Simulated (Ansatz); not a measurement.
**AlRu: geometry relaxation (part 2 of 2)**

AlRu (Pm-3m, 2 atoms in the cell); DFT PBEsol, scalar-relativistic, plane waves, PAW, no spin polarisation (Ansatz 0.2.0); cutoff 420 eV, 14×14×14 k-mesh, Gaussian smearing of 0.1 eV. The structure derives from an entry of the Crystallography Open Database.

Geometry of the input (Å; fractional positions):
```
2.9916  0.0000  0.0000
0.0000  2.9916  0.0000
0.0000  0.0000  2.9916
Al 0.0000  0.0000  0.0000
Ru 0.5000  0.5000  0.5000
```

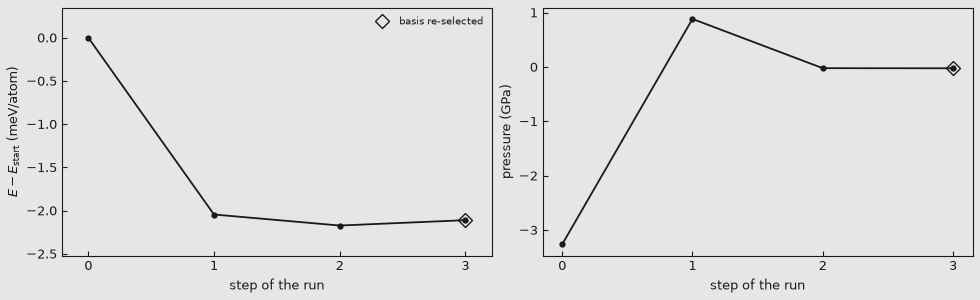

**Figure 1.** Progress of the relaxation, step by step (the first geometry is step 0 here and step 1 in the log).

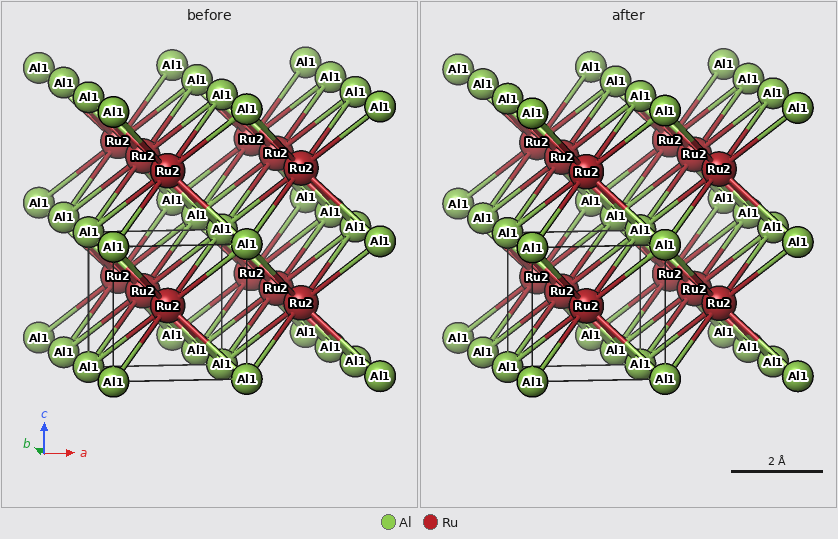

**Figure 2.** Before (left) and after (right) the relaxation, at one scale (ball-and-stick view of the cell of the calculation, repeated 2 × 3 × 2, seen slightly off an axis). The atoms keep their places relative to the cell (all moves are under 0.005 Å). The volume changes by −1.5 %, with a = b = c 2.992 → 2.976 Å (−0.5 %). Distances before and after: Al1–Ru2 2.591 → 2.578 Å. The space group stays Pm-3m (No. 221). The energy falls by 2.2 meV per atom in 2 geometry steps. All forces vanish by symmetry, so only the cell relaxes. Pressure: −3.26 GPa at the start and −0.02 GPa at the end. A last SCF at the same geometry on a re-selected plane-wave basis shifts the energy by +0.1 meV per atom. (Atoms are counted from 1 in the order of the input.)

```
basis re-selected at this cell: Δ(F+E_penalty+E_count) = +1.231e-4 eV, ΔP = -0.002 GPa vs the last step (what re-selecting the basis moved, of the pressure what is left beyond the Pulay correction that the steps carried, after the strain that the cell walked since its last selection, with what the two solves' SCF thresholds leave and, on support functions, any second-order correction that the steps lacked; it is no measure of the basis error at this ecutwfc). This SCF's stress stands 2.49e-2 GPa from its target on what of the cell is left free (relax.cell.stress_tol is 5.00e-2 GPa) and its largest allowed force component is 3.79e-29 eV/Å (relax.f_tol is 5.00e-3 eV/Å): within both
SCF converged after 8 iterations
Free energy (F): -6342.305225 eV
Harris-Foulkes:  -6342.305225 eV  (|F-HF|=0.00e0)
Internal energy: -6342.295936 eV  (E = F + TS)
E sigma→0 (E₀):  -6342.300581 eV
Entropy (-TS):   -0.009290 eV (-4.645 meV/atom)
Fermi energy:    16.288009 eV
--- Per-component energies (eV) ---
  E_band       = -116.642043
  E_kinetic    = 543.847373
  E_local      = -1784.440259  (includes V_loc(G=0)·N_el)
  E_nonlocal   = 356.645781
  E_hartree    = 632.827965
  E_xc         = -231.023511
  E_vxc        = -270.630307  (∫ρ·V_xc dr)
  E_paw        = -3855.419748  (= ΣΔE_a)
  E_vpaw       = -227.720369  (= ΣTr[D̂ρ^β])
  E_aug_tail   = -0.000192  (compensation charges beyond the density's cutoff)
  E_ewald      = -2005.005781
  E_core_change = 0.272435  (= ΣΔE_core)
  E_smearing   = -0.009290  (= −TS)
  E_closure    = 0.000000  (closes the sum)
  Σ components = -6342.305225   (vs F -6342.305225, Δ=0.00e0)
--- Forces (eV/Å), atoms counted from 1 ---
  atom   1  Al     0.00000000    -0.00000000     0.00000000
  atom   2  Ru     0.00000000     0.00000000    -0.00000000
  max |Σ_I F_I| component: 7.56e-29 eV/Å
--- Stress (GPa, compression-positive) ---
       -0.024859      -0.000000       0.000000
       -0.000000      -0.024859      -0.000000
        0.000000      -0.000000      -0.024859
  P = ⅓ Tr σ = -0.0249 GPa (-0.249 kbar)
--- Band table (eV; the first three rows and the last of 120) ---
  k-point 0: bands = ["-55.4375", "-25.4075", "-25.4075", "-25.4075", "6.5286", "12.6164", "12.6164", "16.4847", "16.4847", "16.4847", "22.4288", "22.4288", "22.4288", "27.3351"]
  k-point 1: bands = ["-55.4367", "-25.4187", "-25.4066", "-25.4066", "6.6279", "12.6516", "12.6528", "16.3578", "16.3578", "16.4972", "21.9453", "22.6295", "22.6295", "27.1036"]
  k-point 2: bands = ["-55.4343", "-25.4501", "-25.4040", "-25.4040", "6.9210", "12.7342", "12.7526", "16.0348", "16.0348", "16.5325", "20.9194", "23.1743", "23.1743", "26.5025"]
  k-point 119: bands = ["-55.3876", "-25.5782", "-25.5782", "-25.5782", "11.5742", "11.5742", "11.5742", "17.9549", "17.9549", "18.9794", "20.4255", "20.4255", "20.4255", "25.0021"]
--- Relaxed structure (3 steps of the walk, 3 accepted, 1 SCFs on fresh bases) ---
  F+E_penalty+E_count = -6342.30522545 eV   max|allowed force component| = 3.793e-29 eV/Å   (the final SCF, on the basis selected at the relaxed cell)
  cell:  # Å, volume = 26.3680 Å³
    - [2.9764077813163734, -7.703719777548943e-34, 6.419766481290786e-35]
    - [-5.135813185032629e-34, 2.9764077813163734, -1.2839532962581572e-34]
    - [-6.419766481290786e-35, -1.2839532962581572e-34, 2.9764077813163734]
  atoms:
    - { symbol: Al, position: [-3.862675379838165e-34, 1.5021515366036611e-34, 1.0729653832883382e-35] }
    - { symbol: Ru, position: [0.49999999999999994, 0.49999999999999994, 0.49999999999999994] }
```

Trajectory as extended XYZ (Å, eV, eV/Å), 4 frames, from step=1 to step=4
```
2
Lattice="2.9916 0.0000 0.0000 0.0000 2.9916 0.0000 0.0000 0.0000 2.9916" Properties=species:S:1:pos:R:3:forces:R:3 step=1 energy=-6342.30100 pressure_GPa=-3.26
Al    0.0000    0.0000    0.0000    0.0000   0.0000   0.0000
Ru    1.4958    1.4958    1.4958    0.0000   0.0000   0.0000
2
Lattice="2.9723 0.0000 0.0000 0.0000 2.9723 0.0000 0.0000 0.0000 2.9723" Properties=species:S:1:pos:R:3:forces:R:3 step=2 energy=-6342.30509 pressure_GPa=0.88
Al    0.0000    0.0000    0.0000    0.0000   0.0000   0.0000
Ru    1.4862    1.4862    1.4862    0.0000   0.0000   0.0000
2
Lattice="2.9764 0.0000 0.0000 0.0000 2.9764 0.0000 0.0000 0.0000 2.9764" Properties=species:S:1:pos:R:3:forces:R:3 step=3 energy=-6342.30535 pressure_GPa=-0.02
Al    0.0000    0.0000    0.0000    0.0000   0.0000   0.0000
Ru    1.4882    1.4882    1.4882    0.0000   0.0000   0.0000
2
Lattice="2.9764 0.0000 0.0000 0.0000 2.9764 0.0000 0.0000 0.0000 2.9764" Properties=species:S:1:pos:R:3:forces:R:3 step=4 energy=-6342.30523 pressure_GPa=-0.02
Al    0.0000    0.0000    0.0000    0.0000   0.0000   0.0000
Ru    1.4882    1.4882    1.4882    0.0000   0.0000   0.0000
```

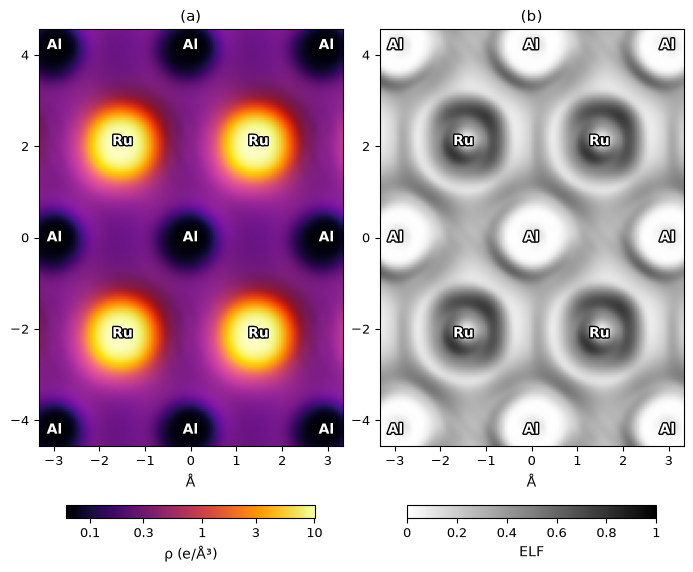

**Figure 3.** (a) valence electron density; (b) ELF on the (101) plane of the conventional cell. The plane passes through Al and Ru nuclei. Al–Ru (2.58 Å): ρ is about 0.37 e/Å³ halfway; the ELF is about 0.40 at the midpoint (no shared electron pair). Away from the nuclei the density in this plane falls to 0.21 e/Å³ at its lowest. The strong features right at Ru lie inside the PAW spheres (semicore, d or f shells) and say nothing about bonding. The fields are those of the smooth PAW valence density.

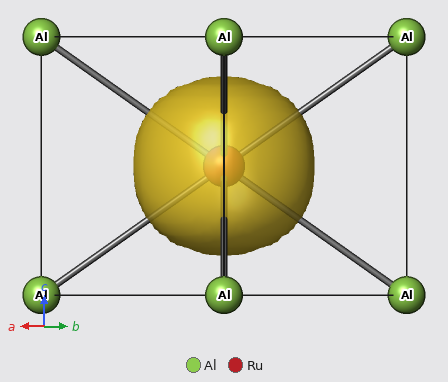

**Figure 4.** Isosurface of the valence electron density at 0.6 e/Å³ (yellow), seen along [110]. Sticks mark near contacts. The outline is the cell set on symmetry axes. At this value the density breaks into separate islands; it holds about 65 % of the electrons treated as valence (semicore included). It is pinched off along the Al–Ru (2.58 Å) contacts. On the grid the lowest density along these lines, outside the cores, is 0.27 e/Å³ (Al–Ru, 2.58 Å).

Results in brief

| quantity | value |
| --- | --- |
| outcome | converged |
| space group (tolerance 0.01 Å) | Pm-3m (221) |
| electrons treated | 19 |
| free energy | −6342.3052 eV |
| Fermi energy | 16.288 eV |
| gap on the k-point mesh | none (metallic) |
| pressure | −0.02 GPa |
| final volume | 26.37 Å³ |
| largest force (length of the vector) at the end | under 0.001 eV/Å |
| final cell | a = 2.976 Å, b = 2.976 Å, c = 2.976 Å, α = 90.00°, β = 90.00°, γ = 90.00° |
| hardware | 1 thread of Intel Xeon (Granite Rapids), 192 GiB of memory available, shared host |
| wall time | 7.4 s |
| peak memory | 0.4 GiB |
